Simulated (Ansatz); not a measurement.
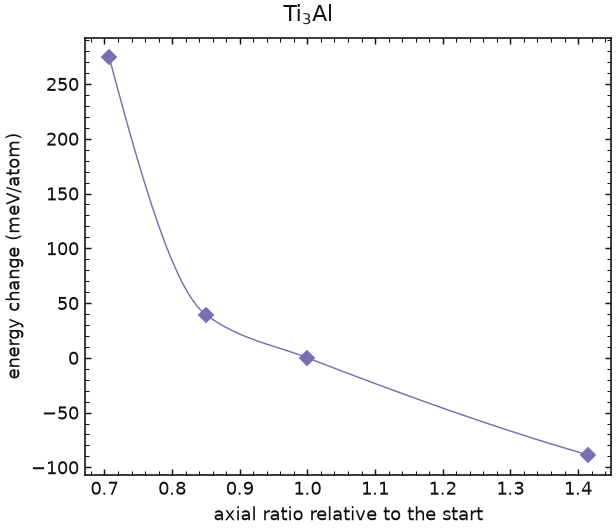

The plot gives the computed energy change against relative axial ratio for Ti₃Al, space group Fm-3m (No. 225).

Structure:
```yaml
crystal:
  lattice:
    - [0.00000, 3.19152, 3.19152]
    - [3.19152, 0.00000, 3.19152]
    - [3.19152, 3.19152, 0.00000]
  atoms:
    - { symbol: Ti, position: [0.75000, 0.75000, 0.75000] }
    - { symbol: Ti, position: [0.25000, 0.25000, 0.25000] }
    - { symbol: Ti, position: [0.00000, 0.00000, 0.00000] }
    - { symbol: Al, position: [0.50000, 0.50000, 0.50000] }
```

Method: deformation of a crystal at fixed volume, lengths along the axis scaled against those across it, fractional coordinates fixed, by plane-wave density functional theory with PAW datasets, free energies less that of the undisturbed cell, pressure positive in compression; scalar-relativistic (Ansatz 0.2.0). Level: PBEsol, collinear spin.

```csv
setting,value
wave cutoff,420 eV
k mesh,14×14×14
occupations,Gaussian
smearing width,0.15 eV
k shift,"(0, 0, 0) (mesh steps)"
start,relaxed
path,tetragonal
axis direction,"(0, 0, 1) (Cartesian unit vector)"
```

From this curve and the settings, what does the calculation give for the pressure and total moment at the same points?

The pressure falls from 4.089 GPa at relative axial ratio 0.707 to −0.717 GPa at 1.414, and changes sign near 1.02. The total moment goes from 0.000 μB/cell at relative axial ratio 0.707 to 0.000 μB/cell at 1.414, not monotonically, with a high of 1.676 μB/cell at 1.000; the moment is lost at 0.707 and 1.414.

| axial ratio relative to the start | pressure (GPa) | total moment (μB/cell) |
| --- | --- | --- |
| 0.707 | 4.089 | 0.000 |
| 0.850 | 0.453 | 1.328 |
| 1.000 | 0.044 | 1.676 |
| 1.414 | −0.717 | 0.000 |

Limits of the calculation: state may not be the lowest.
